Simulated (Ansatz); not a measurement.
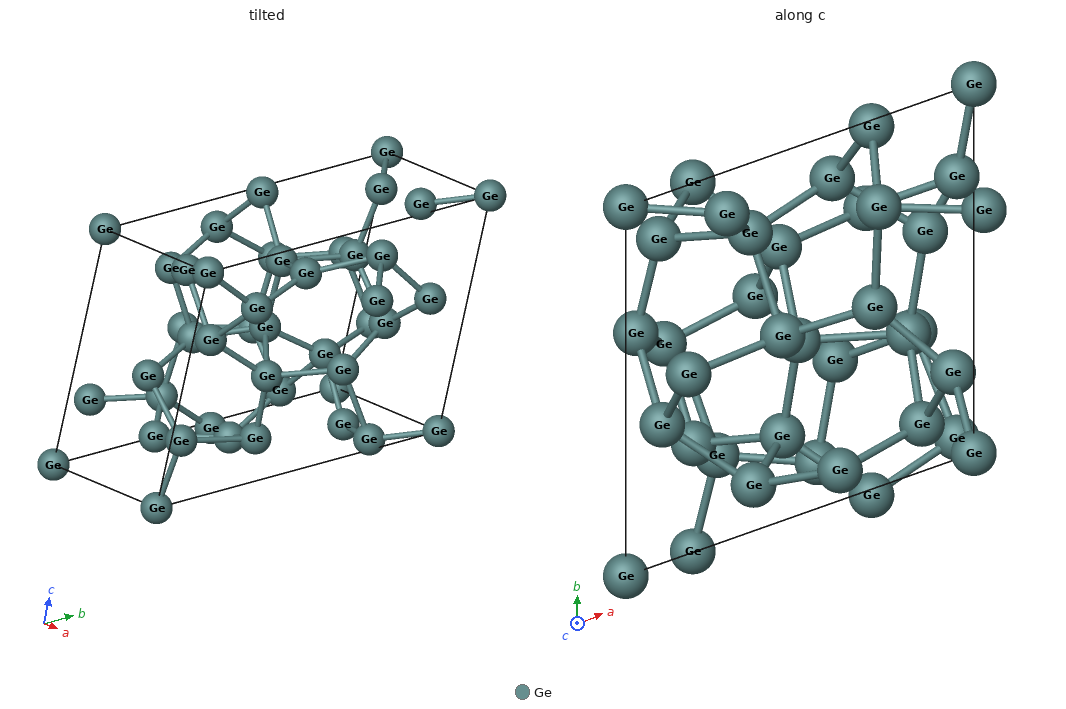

The figure gives a ball-and-stick picture of the atoms, viewed slightly off an axis and along the c axis. The parallelepiped is the unit cell. Cell: a = 9.911 Å, b = 9.911 Å, c = 9.911 Å, α = 60.00°, β = 60.00°, γ = 60.00°.

Characterise what is shown.

The element is germanium. There is no symmetry operation other than the lattice translations (P1). The cell holds 32 atoms. The neighbours of Ge are four Ge at about 2.3 to 2.7 Å. The bonds build a three-dimensional framework.

It derives from a structure listed in the Materials Project. The cell was then strained or its atoms displaced on purpose. The atoms were relaxed in a fixed cell with DFT PBEsol, scalar-relativistic, plane waves, PAW in Ansatz 0.2.0.

At this level of theory the run's own cell isn't at rest (forces up to 1.3 eV/Å), so its distances can differ from those at equilibrium, the more so the softer the solid.
